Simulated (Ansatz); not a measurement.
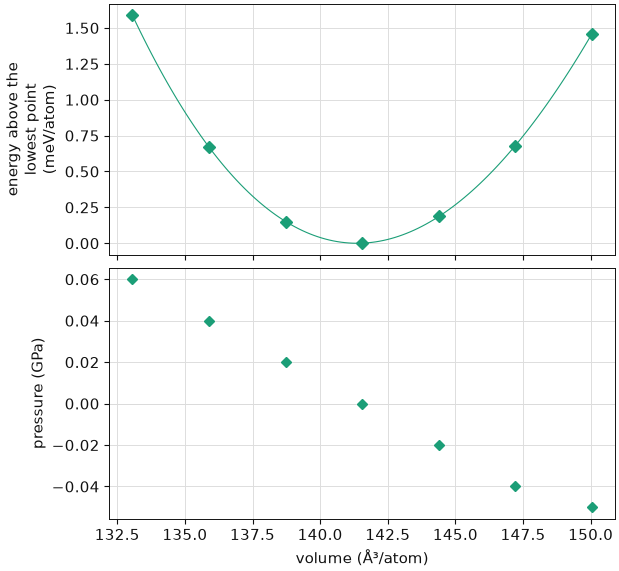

The figure shows the energy above the lowest point and pressure against volume for Rb, space group Fd-3m (No. 227) (one of a set of cubic test structures, which need not be the stable phase).

How it was computed, with Ansatz 0.2.0 development build: equation of state of a cubic crystal from periodic Kohn-Sham density functional theory without spin, third-order Birch-Murnaghan fit to the free energies; pressure corrected for the finite basis. Level: PBE.

- structure type: diamond
- atoms in cell: 2
- space group number: 227
- lattice centring: face-centred primitive
- k mesh: 9×9×9
- occupation method: Fermi–Dirac
- occupation width: 0.06123 eV
- wave cutoff: 390 eV
- datasets: hand-made PAW
- density tolerance: 1e−09 eV
- bands: 13
- density cutoff ratio: 4
- search for lower states: default

### How stiff is the solid, and where is its volume at rest?

A third-order Birch–Murnaghan fit gives V0 = 141.37 Å³/atom, B0 = 0.957 GPa and B′ = 3.3.

### How does the pressure vary with volume?

It falls from 0.06 GPa at volume 133.1 Å³/atom to −0.05 GPa at 150.0 Å³/atom, and changes sign near 141.6 Å³/atom.

Keep in mind: cubic model structure, not the ambient form; modest k-mesh, values are not fully converged in k.
